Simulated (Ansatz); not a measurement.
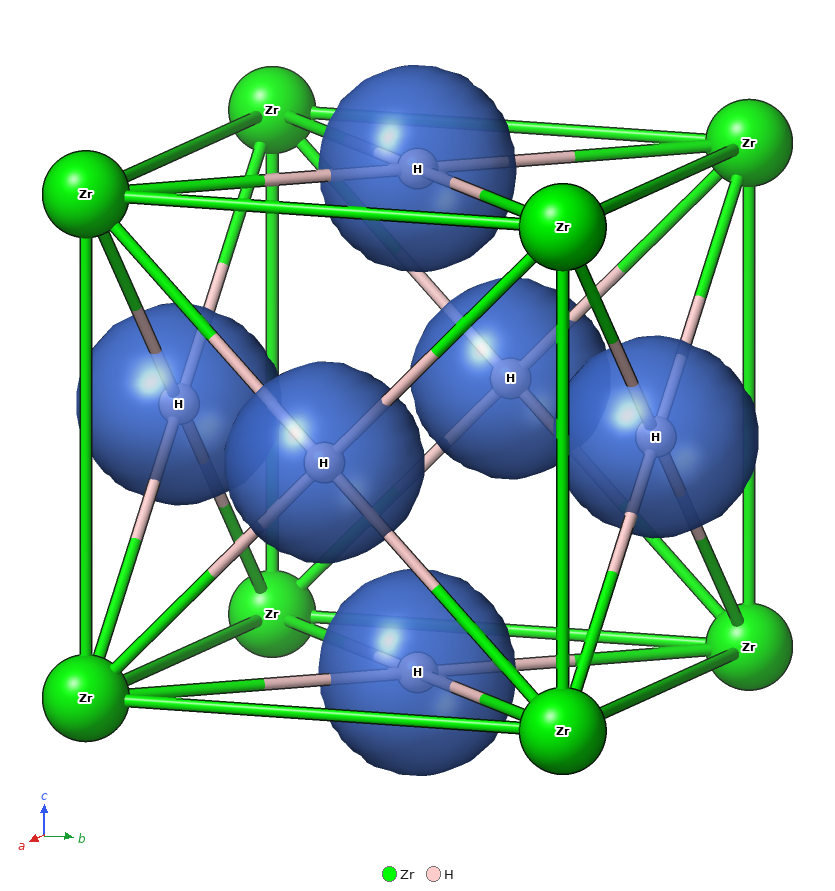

*ZrH3. Isosurface of the ELF at 0.85 (blue), seen slightly off an axis. Only the valence region is drawn (cores and ρ < 0.01 e/Å³ removed). Sticks mark near contacts.*

Space group Pm-3m; a structure from a database of computed crystals, not necessarily the ambient phase; changed on purpose from its base cell (strained and moved within a subgroup); computed pressure about −8 GPa in this cell; computed without spin polarisation.

Computed with DFT PBEsol, scalar-relativistic, plane waves, PAW in Ansatz.

Core electrons are frozen (PAW), and the valence fields are smoothed inside the atomic spheres.

Question: What do the ELF domains correspond to?

Answer: The surface consists of three regions around hydrogen nuclei, counted in one cell of 4 atoms. Any copies at cell faces, edges or corners count once. Profiles from the grid: Zr–H (2.23 Å): the ELF climbs to about 1 towards the hydrogen. Zr–Zr (3.16 Å): the ELF is about 0.30 at the midpoint; no localised pair shows between them.
